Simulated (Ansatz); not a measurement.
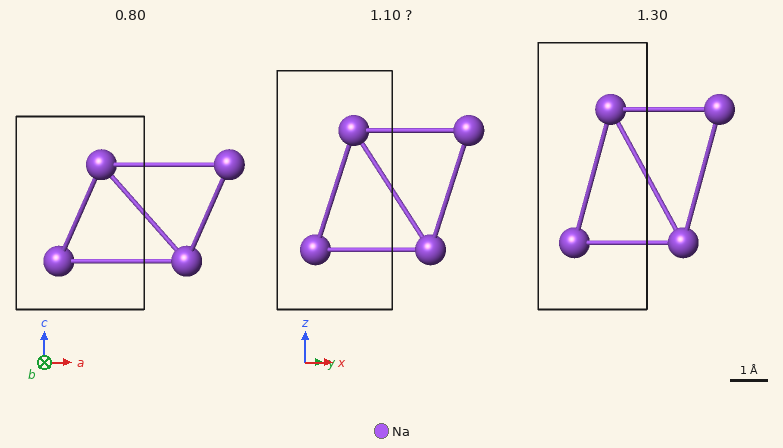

A crystal of Na (P6_3/mmc): the ratio of the cell's length along z to its lengths across, counted as 1 for the reference, is changed at fixed volume (a c/a path), with the atoms kept at their fractional coordinates. x, y and z are the Cartesian axes of the input. A ball-and-stick model of the cell of the calculation, repeated 2 × 2 × 1 with one cell outlined, seen along the b axis.

Theory: Ansatz, DFT PBEsol, scalar-relativistic, plane waves, PAW. (plane-wave cutoff 420 eV; k-point mesh 18 × 18 × 10; occupations gaussian; smearing width 0.15 eV; no spin polarisation). Energies (free energies at the smearing named) are counted from the cell as listed in its source, which wasn't relaxed.

| axial ratio over its reference value | energy change (meV/atom) |
| --- | --- |
| 0.80 | 32.8 |
| 0.85 | 19.4 |
| 0.92 | 5.8 |
| 0.96 | 1.4 |
| 1.00 | 0.0 |
| 1.05 | 2.1 |
| 1.10 | ? |
| 1.20 | 34.5 |
| 1.30 | 72.5 |

Q: Fill in the missing row.

A: A straight line between the two neighbours gives 12.9 meV/atom. A cubic through the four nearest rows (1.00, 1.05, 1.20, 1.30) gives, with Lagrange weights, (−0.3333)(0.0) + (1.0667)(2.1) + (0.3333)(34.5) + (−0.0667)(72.5) = 8.9 meV/atom. The calculation gives 8.6 meV/atom, so the cubic is 0.3 meV/atom too high and the straight line 4.3 meV/atom too high, as the curve bends upwards here.

The whole profile:

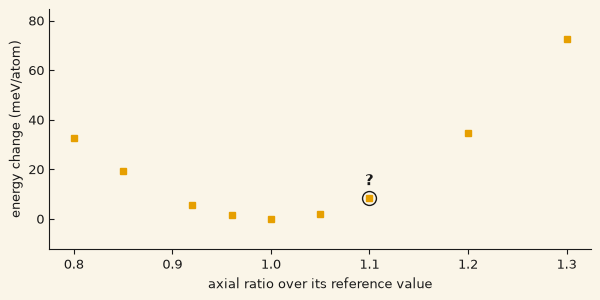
